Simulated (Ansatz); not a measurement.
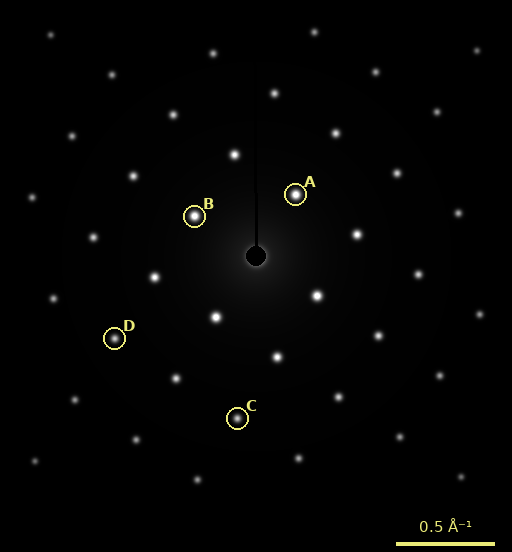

Kinematic zone-axis pattern, calculated for 200 keV electrons with B = 0.5 Å². The zone axis points towards the electron source and the pattern is seen from the source side.

Hg, space group Fd-3m (No. 227), a = 7.53 Å. Structure: the input geometry of an electronic-structure calculation (not necessarily at equilibrium); the starting structure was generated, so it need not be a known form of this composition.

Spot A is indexed -2 2 0 and spot B -2 -2 0.

What are the indices of the remaining marked spots?

C = −2A − B = 6 -2 0 (d = 1.191 Å). D = −2A + B = 2 -6 0 (d = 1.191 Å).

Give [uvw].

The cross product of A and B is parallel to [001]; every spot obeys hu + kv + lw = 0.
